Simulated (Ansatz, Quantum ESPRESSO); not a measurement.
# 1T-CdI2, 1 layer in an electric field, part 4 of 6

Wanted: polarisability and gap of 1T-CdI2, 1 layer against a perpendicular field.

Quantum ESPRESSO 7.5; plane-wave DFT, vdW-DF-cx, GBRV ultrasoft pseudopotentials made under PBE; geometry and cross-check by Ansatz 0.2.0 with PAW datasets.

So far. Step 6 (Self-consistent run: field 0.1 V/Å): The dipole goes from -0.0000 to 0.0487 e Å, 0.4868 e Å per V/Å. Step 7 (Potential by pp.x): The slope in the vacuum is 0.100 eV/Å for an applied 0.10 V/Å, as it should be.

### 8. Self-consistent run: field 0.2 V/Å

Input file f2.in:

```
&control
  prefix = 'f2'
  outdir = './out'
  pseudo_dir = './pseudo'
  calculation = 'scf'
  tprnfor = .true.
  tefield = .true.
  dipfield = .true.
/
&system
  ibrav = 0
  nat = 3
  ntyp = 2
  ecutwfc = 40
  ecutrho = 200
  input_dft = 'vdw-df-cx'
  occupations = 'smearing'
  smearing = 'fd'
  degauss = 0.004
  edir = 3
  emaxpos = 0.97
  eopreg = 0.04
  eamp = 0.00388938
/
&electrons
  conv_thr = 1e-09
  mixing_beta = 0.4
  electron_maxstep = 120
  mixing_mode = 'plain'
  startingpot = 'file'
/
ATOMIC_SPECIES
  I   126.9045  i_pbe_v1.uspp.F.UPF
  Cd  112.4140  cd_pbe_v1.uspp.F.UPF
CELL_PARAMETERS angstrom
  4.33318549760080 0.00000000000000 0.00000000000000
  -2.16659274880040 3.75264872023261 -0.00000000000000
  0.00000000000000 -0.00000000000000 19.42293265830000
ATOMIC_POSITIONS crystal
  I   0.666666666667 0.333333333333 0.411595321629
  Cd  0.000000000000 -0.000000000000 0.500000256538
  I   0.333333333333 0.666666666667 0.588404421833
K_POINTS automatic
  6 6 1 0 0 0
```

Run with:

```bash
$ cp -r out/f0.save out/f2.save
$ OMP_NUM_THREADS=1 mpirun -n 4 pw.x -nk 2 -in f2.in > f2.out
```

The log of the run:

```text
[banner, memory and clock lines left out]
Program PWSCF v.7.5 starts
[...]
number of electrons       =        26.00
     number of Kohn-Sham states=           17
     kinetic-energy cutoff     =      40.0000  Ry
     charge density cutoff     =     200.0000  Ry
[...]
number of k points=    20  Fermi-Dirac smearing, width (Ry)=  0.0040
[...]
Dense  grid:   101877 G-vectors     FFT dimensions: (  40,  40, 180)
[...]
The initial density is read from file :
[...]
negative rho (up, down):  2.105E-02 0.000E+00
[...]
Starting wfcs are   17 randomized atomic wfcs
[...]
negative rho (up, down):  2.105E-02 0.000E+00
[...]
estimated scf accuracy    <       0.01942405 Ry
[...]
negative rho (up, down):  2.104E-02 0.000E+00
[...]
estimated scf accuracy    <       0.03827905 Ry
[...]
negative rho (up, down):  2.104E-02 0.000E+00
[...]
estimated scf accuracy    <       0.00002457 Ry
[...]
negative rho (up, down):  2.104E-02 0.000E+00
[...]
estimated scf accuracy    <       0.00000440 Ry
[...]
negative rho (up, down):  2.105E-02 0.000E+00
[...]
estimated scf accuracy    <       0.00000034 Ry
[...]
negative rho (up, down):  2.105E-02 0.000E+00
[...]
estimated scf accuracy    <       0.00000004 Ry
[...]
negative rho (up, down):  2.105E-02 0.000E+00
[...]
estimated scf accuracy    <          3.9E-09 Ry
[...]
negative rho (up, down):  2.105E-02 0.000E+00
[...]
Computed dipole along edir(3) :
        Dipole                0.1840 Ry au,          0.4676 Debye
        Dipole field          0.0011 Ry au,
        E field amplitude [Ha a.u.]:  3.8894E-03
        Potential amp.        0.1976 Ry
        Total length         35.2359 bohr
[...]
the Fermi energy is    -1.7235 ev
!    total energy              =    -245.37569923 Ry
     estimated scf accuracy    <          4.9E-10 Ry
     smearing contrib. (-TS)   =      -0.00000000 Ry
     internal energy E=F+TS    =    -245.37569923 Ry
[...]
one-electron contribution =    -544.91613648 Ry
     hartree contribution      =     282.46579049 Ry
     xc contribution           =    -135.36080777 Ry
     ewald contribution        =     152.43668610 Ry
     electric field correction =      -0.00123157 Ry
     convergence has been achieved in   8 iterations
     negative rho (up, down):  2.105E-02 0.000E+00
[...]
Total force =     0.009184     Total SCF correction =     0.000085
[...]
```

Elapsed: 36 s, on 4 MPI ranks of Arm Neoverse V2, shared host; peak memory 0.39 GiB; 2.4 min of CPU time.

Read from the output:

| Quantity | Value |
| --- | --- |
| free energy | -3338.5065 eV |
| Fermi energy | -1.724 eV |
| dipole along the normal | 0.09735 e·Å |
| valence top, on the run's zero | -2.980 eV |
| conduction bottom, on the run's zero | -0.5383 eV |
| gap by band count | 2.442 eV |

The dipole goes from -0.0000 to 0.0974 e Å, 0.4868 e Å per V/Å.

### 9. Potential by pp.x

Input file f2.pot.in:

```
&inputpp
  prefix = 'f2'
  outdir = './out'
  filplot = 'f2.pot.dat'
  plot_num = 11
/
```

Run with:

```bash
$ OMP_NUM_THREADS=1 mpirun -n 4 pp.x -in f2.pot.in > f2.pot.out
```

It took 15 s on 4 MPI ranks; peak memory 0.21 GiB.

This step gave:

```
slope of the potential above                                          : 0.2001 eV/Å
upper vacuum line continued to the top atoms, over the valence top    : 6.326 eV
slope of the potential below                                          : 0.1999 eV/Å
lower vacuum line continued to the bottom atoms, over the valence top : 6.723 eV
```

The slope in the vacuum is 0.200 eV/Å for an applied 0.20 V/Å, as it should be.

### 10. Bands along a path: field 0.2 V/Å

Input file f2.bands.in:

```
&control
  prefix = 'f2.bands'
  outdir = './out'
  pseudo_dir = './pseudo'
  calculation = 'bands'
  tefield = .true.
  dipfield = .true.
/
&system
  ibrav = 0
  nat = 3
  ntyp = 2
  ecutwfc = 40
  ecutrho = 200
  input_dft = 'vdw-df-cx'
  occupations = 'smearing'
  smearing = 'fd'
  degauss = 0.004
  edir = 3
  emaxpos = 0.97
  eopreg = 0.04
  eamp = 0.00388938
  nbnd = 19
/
&electrons
  conv_thr = 1e-07
  mixing_beta = 0.4
  electron_maxstep = 120
  mixing_mode = 'local-TF'
/
ATOMIC_SPECIES
  I   126.9045  i_pbe_v1.uspp.F.UPF
  Cd  112.4140  cd_pbe_v1.uspp.F.UPF
CELL_PARAMETERS angstrom
  4.33318549760080 0.00000000000000 0.00000000000000
  -2.16659274880040 3.75264872023261 -0.00000000000000
  0.00000000000000 -0.00000000000000 19.42293265830000
ATOMIC_POSITIONS crystal
  I   0.666666666667 0.333333333333 0.411595321629
  Cd  0.000000000000 -0.000000000000 0.500000256538
  I   0.333333333333 0.666666666667 0.588404421833
K_POINTS crystal_b
4
  0.0000000000 0.0000000000 0.0000000000 14
  0.5000000000 0.0000000000 0.0000000000 14
  0.3333333333 0.3333333333 0.0000000000 14
  0.0000000000 0.0000000000 0.0000000000 1
```

Run with:

```bash
$ cp -r out/f2.save out/f2.bands.save
$ cp out/f2.xml out/f2.bands.xml
$ OMP_NUM_THREADS=1 mpirun -n 4 pw.x -nk 4 -in f2.bands.in > f2.bands.out
```

The log of the run:

```text
[banner, memory and clock lines left out]
Program PWSCF v.7.5 starts
[citation notice left out]

[...]
bravais-lattice index     =            0
     lattice parameter (alat)  =       8.1885  a.u.
     unit-cell volume          =    2131.3590 (a.u.)^3
     number of atoms/cell      =            3
     number of atomic types    =            2
     number of electrons       =        26.00
     number of Kohn-Sham states=           19
     kinetic-energy cutoff     =      40.0000  Ry
     charge density cutoff     =     200.0000  Ry
     Exchange-correlation= VDW-DF-CX
                           (   1   4  27   0   1   0   0)

[...]
PseudoPot. # 1 for I  read from file:
     ./pseudo/i_pbe_v1.uspp.F.UPF
     Pseudo is Ultrasoft + core correction, Zval =  7.0
     Generated by new atomic code, or converted to UPF format
     Using radial grid of  893 points,  6 beta functions with:
                l(1) =   0
                l(2) =   0
                l(3) =   1
                l(4) =   1
                l(5) =   2
                l(6) =   2
     Q(r) pseudized with  8 coefficients,  rinner =    1.500   1.500   1.500
                                                       1.500   1.500

     PseudoPot. # 2 for Cd read from file:
     ./pseudo/cd_pbe_v1.uspp.F.UPF
     Pseudo is Ultrasoft + core correction, Zval = 12.0
     Generated by new atomic code, or converted to UPF format
     Using radial grid of  889 points,  6 beta functions with:
                l(1) =   0
                l(2) =   0
                l(3) =   1
                l(4) =   1
                l(5) =   2
                l(6) =   2
     Q(r) pseudized with  6 coefficients,  rinner =    1.000   1.000   1.000
                                                       1.000   1.000

     atomic species   valence    mass     pseudopotential
     I                 7.00   126.90450     I ( 1.00)
     Cd               12.00   112.41400     Cd( 1.00)

     No symmetry found

[...]
number of k points=    43  Fermi-Dirac smearing, width (Ry)=  0.0040
[...]
Dense  grid:   101877 G-vectors     FFT dimensions: (  40,  40, 180)

     Smooth grid:    72951 G-vectors     FFT dimensions: (  36,  36, 150)

     Check: negative core charge=   -0.000002

     The potential is recalculated from file :
     ./out/f2.bands.save/charge-density

     negative rho (up, down):  2.105E-02 0.000E+00

     %%%%%%%%%%%%%%%%%%%%%%%%%%%%%%%%%%%%%%%%%%%%%%%%%%%%%%%%%%%%%%%%%%%%%%%%
     %                                                                      %
     % You are using vdW-DF, which was implemented by the Thonhauser group. %
     % possible and the two reviews that describe the various versions:     %
     %                                                                      %
     %                                                                      %
     % If you are calculating stress with vdW-DF, please also cite:         %
     %                                                                      %
     %                                                                      %
     %%%%%%%%%%%%%%%%%%%%%%%%%%%%%%%%%%%%%%%%%%%%%%%%%%%%%%%%%%%%%%%%%%%%%%%%

     %%%%%%%%%%%%%%%%%%%%%%%%%%%%%%%%%%%%%%%%%%%%%%%%%%%%%%%%%%%%%%%%%%%%%%%%
     %                                                                      %
     %  vdW-DF NEWS:                                                        %
     %                                                                      %
     %  * vdW-DF3 is now available. DOI: 10.1021/acs.jctc.0c00471           %
     %    use with input_dft = 'vdW-DF3-opt1' or 'vdW-DF3-opt2'             %
     %                                                                      %
     %  * Unscreened and range-separated hybrid vdW-DF-cx functionals       %
     %    DOI: 10.1063/1.4986522 and 10.1088/1361-648X/ac2ad2               %
     %    use with input_dft = 'vdW-DF-cx0'    and 'vdW-DF-ahcx'            %
     %  * Unscreened and range-separated hybrid vdW-DF2-b86r functionals    %
     %    DOI: 10.1063/1.4986522 and DOI: 10.1103/PhysRevX.12.041003        %
     %    use with input_dft = 'vdW-DF2-br0' and 'vdW-DF2-ahbr'             %
     %                                                                      %
     %%%%%%%%%%%%%%%%%%%%%%%%%%%%%%%%%%%%%%%%%%%%%%%%%%%%%%%%%%%%%%%%%%%%%%%%

     Adding external electric field

     Computed dipole along edir(3) :
        Dipole                0.1840 Ry au,          0.4676 Debye
        Dipole field          0.0011 Ry au,

        E field amplitude [Ha a.u.]:  3.8894E-03
        Potential amp.        0.1976 Ry
        Total length         35.2359 bohr

     Starting wfcs are   17 randomized atomic wfcs +    2 random wfcs

     Band Structure Calculation
     Davidson diagonalization with overlap

     ethr =  3.85E-10,  avg # of iterations = 64.7

     End of band structure calculation

          k = 0.0000 0.0000 0.0000 (  9127 PWs)   bands (ev):

   -14.7470 -14.2792 -10.3781 -10.3781 -10.2685 -10.2048 -10.2048  -6.0607
    -3.6643  -3.2541  -3.2541  -2.9801  -2.9801  -0.2784   1.3706   1.5754
     2.5112   2.9536   3.2748

          k = 0.0357 0.0206 0.0000 (  9121 PWs)   bands (ev):

   -14.7417 -14.2779 -10.3772 -10.3755 -10.2674 -10.2051 -10.2047  -6.0598
    -3.6603  -3.3107  -3.2736  -3.0137  -2.9769  -0.2387   1.3858   1.6254
     2.5218   2.9121   3.2930

[...]
```

Run time: 49 s. Hardware: 4 MPI ranks; peak memory 0.42 GiB; 3.2 min of CPU time.

Read from the output:

- valence top, on the run's zero: -2.970 eV
- conduction bottom, on the run's zero: -0.5384 eV
- gap by band count: 2.431 eV

Band numbers count within the set of bands kept for display. The electronic bands at the labelled points (eV, zero at the highest filled level of the SCF mesh; v1 is the highest filled band, c1 the lowest empty one):

```
point     v4     v3     v2     v1    c1    c2    c3    c4
    Γ  -0.27  -0.27   0.00   0.00  2.70  4.35  4.56  5.49
    M  -1.33  -1.24  -0.36  -0.16  2.44  5.18  6.30  6.49
    K  -2.11  -1.80  -0.49  -0.45  3.05  6.18  6.21  7.46
    Γ  -0.27  -0.27   0.00   0.00  2.70  4.35  4.56  5.49
```

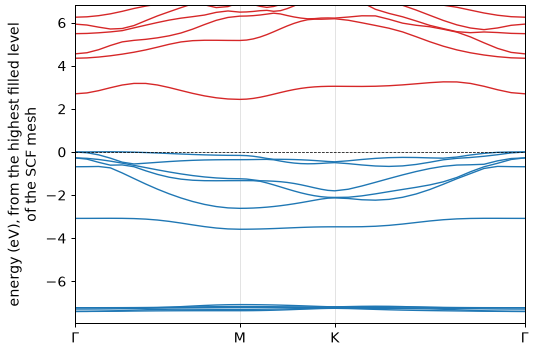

Electronic bands along the path; lines of filled and empty bands in two colours.

Upper empty bands that drop with the field can be states of the vacuum, held by the sawtooth; they depend on the cell's width.

Along this path the valence top lies between Γ and M and the conduction bottom at M.

### 11. Ground state: field -0.2 V/Å

f3.in, as its differences from the input of step 8:

```diff
@@ -1,3 +1,3 @@
 &control
-  prefix = 'f2'
+  prefix = 'f3'
   outdir = './out'
@@ -22,3 +22,3 @@
   eopreg = 0.04
-  eamp = 0.00388938
+  eamp = -0.00388938
 /
```

Run with:

```bash
$ cp -r out/f0.save out/f3.save
$ OMP_NUM_THREADS=1 mpirun -n 4 pw.x -nk 2 -in f3.in > f3.out
```

The log of the run:

```text
[banner, memory and clock lines left out]
Program PWSCF v.7.5 starts
[...]
number of electrons       =        26.00
     number of Kohn-Sham states=           17
     kinetic-energy cutoff     =      40.0000  Ry
     charge density cutoff     =     200.0000  Ry
[...]
number of k points=    20  Fermi-Dirac smearing, width (Ry)=  0.0040
[...]
Dense  grid:   101877 G-vectors     FFT dimensions: (  40,  40, 180)
[...]
The initial density is read from file :
[...]
negative rho (up, down):  2.105E-02 0.000E+00
[...]
Starting wfcs are   17 randomized atomic wfcs
[...]
negative rho (up, down):  2.105E-02 0.000E+00
[...]
estimated scf accuracy    <       0.01941752 Ry
[...]
negative rho (up, down):  2.104E-02 0.000E+00
[...]
estimated scf accuracy    <       0.03831298 Ry
[...]
negative rho (up, down):  2.104E-02 0.000E+00
[...]
estimated scf accuracy    <       0.00002404 Ry
[...]
negative rho (up, down):  2.104E-02 0.000E+00
[...]
estimated scf accuracy    <       0.00000412 Ry
[...]
negative rho (up, down):  2.105E-02 0.000E+00
[...]
estimated scf accuracy    <       0.00000031 Ry
[...]
negative rho (up, down):  2.105E-02 0.000E+00
[...]
estimated scf accuracy    <       0.00000004 Ry
[...]
negative rho (up, down):  2.105E-02 0.000E+00
[...]
estimated scf accuracy    <          4.0E-09 Ry
[...]
negative rho (up, down):  2.105E-02 0.000E+00
[...]
Computed dipole along edir(3) :
        Dipole               -0.1840 Ry au,         -0.4676 Debye
        Dipole field         -0.0011 Ry au,
        E field amplitude [Ha a.u.]: -3.8894E-03
        Potential amp.       -0.1977 Ry
        Total length         35.2359 bohr
[...]
the Fermi energy is    -1.7754 ev
!    total energy              =    -245.37569915 Ry
     estimated scf accuracy    <          4.7E-10 Ry
     smearing contrib. (-TS)   =      -0.00000000 Ry
     internal energy E=F+TS    =    -245.37569915 Ry
[...]
one-electron contribution =    -544.91617836 Ry
     hartree contribution      =     282.46583395 Ry
     xc contribution           =    -135.36080932 Ry
     ewald contribution        =     152.43668610 Ry
     electric field correction =      -0.00123151 Ry
     convergence has been achieved in   8 iterations
     negative rho (up, down):  2.105E-02 0.000E+00
[...]
Total force =     0.009186     Total SCF correction =     0.000089
[...]
```

It took 35 s on 4 MPI ranks; peak memory 0.62 GiB; 2.3 min of CPU time.

Read from the output:

* Fermi energy: -1.775 eV
* dipole along the normal: -0.09735 e·Å
* valence top, on the run's zero: -3.036 eV
* conduction bottom, on the run's zero: -0.5944 eV
* gap by band count: 2.442 eV

The dipole goes from -0.0000 to -0.0974 e Å, 0.4868 e Å per V/Å.

### 12. Potential by pp.x

Input file f3.pot.in:

```
&inputpp
  prefix = 'f3'
  outdir = './out'
  filplot = 'f3.pot.dat'
  plot_num = 11
/
```

Run with:

```bash
$ OMP_NUM_THREADS=1 mpirun -n 4 pp.x -in f3.pot.in > f3.pot.out
```

Wall time 15 s (4 MPI ranks); peak memory 0.22 GiB; 59 s of CPU time.

This step gave:

* slope of the potential above: -0.1999 eV/Å
* upper vacuum line continued to the top atoms, over the valence top: 6.723 eV
* slope of the potential below: -0.2000 eV/Å
* lower vacuum line continued to the bottom atoms, over the valence top: 6.326 eV

The slope in the vacuum is -0.200 eV/Å for an applied -0.20 V/Å, as it should be.

Each curve counts from the valence top of its own run.

The potential energy (potential at 0 V/Å) oscillates, so the rows of the table below give means over windows of 2 Å about each position, cut where the curve ends. Its maxima inside the range that stand out by 2 % of the span (Å: eV): 9.0: -0.859, 10.5: -0.859. Its minima: 8.0: -9.19, 9.7: -3.45, 11.4: -9.19.

The runs together. Table of potential energy by z; means over each step:

```
z (Å)  potential at 0 V/Å (eV)  potential at 0.1 V/Å (eV)  potential at 0.2 V/Å (eV)  potential at -0.2 V/Å (eV)
    0                     6.53                       5.91                       5.30                        7.75
    2                     6.53                       6.03                       5.52                        7.53
    4                     6.52                       6.22                       5.92                        7.12
    6                     6.06                       5.95                       5.84                        6.28
    8                    -4.13                      -4.16                      -4.18                       -4.10
   10                    -2.41                      -2.41                      -2.41                       -2.43
   12                    -1.87                      -1.84                      -1.81                       -1.94
   14                     6.44                       6.60                       6.76                        6.11
   16                     6.53                       6.88                       7.24                        5.81
   18                     6.53                       7.07                       7.61                        5.44
```

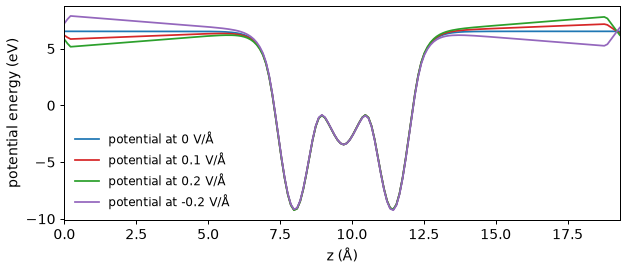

Potential energy, plotted against z.

[end of part 4 of 6]

[Logs are printed without paths, hosts, clocks, repeated set-up lines and the standing remarks that a program may print on its own settings, such as how far it seeks lower states.]

[Hosts, paths, dates, database ids (printed as entryN), source tags and the programs' standing remarks are cut or masked in the printed files.]

[Maps of the electrostatic potential energy from Ansatz leave out the sawtooth potential of an applied field or a dipole correction, so their vacuum need not be flat; planar profiles and work functions include it.]
